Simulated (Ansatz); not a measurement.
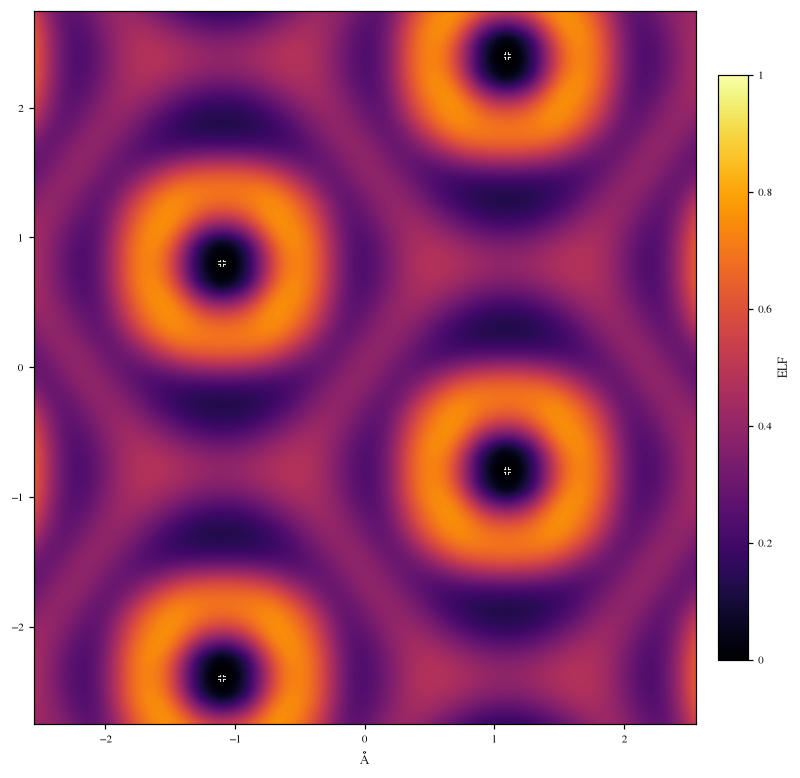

The electron localisation function on a plane through atoms (crosses mark nuclei in the plane).

All numbers below come from DFT PBE, scalar-relativistic, plane waves, PAW (Ansatz).

Candidates:
A. W, a = 4.40 Å, b = 4.40 Å, c = 2.91 Å, α = 90.00°, β = 90.00°, γ = 120.00°. Space group R-3m.
B. AlRu, a = 3.08 Å, b = 3.08 Å, c = 3.04 Å, α = 90.00°, β = 90.00°, γ = 90.00°. Space group P4/mmm; changed on purpose from its base cell (strain +0.030 along x and y, +0.015 along z, atoms carried along); computed pressure about −11 GPa in this cell; computed without spin polarisation.
C. InP, a = 5.86 Å, b = 5.86 Å, c = 5.86 Å, α = 90.00°, β = 90.00°, γ = 90.00°. Space group F-43m; computed pressure about 3 GPa in this cell.

> Which system is this?

Candidate A: W on the (011̄) plane of the conventional cell, which holds W. W–W (2.72 Å): the ELF is about 0.40 at the midpoint.
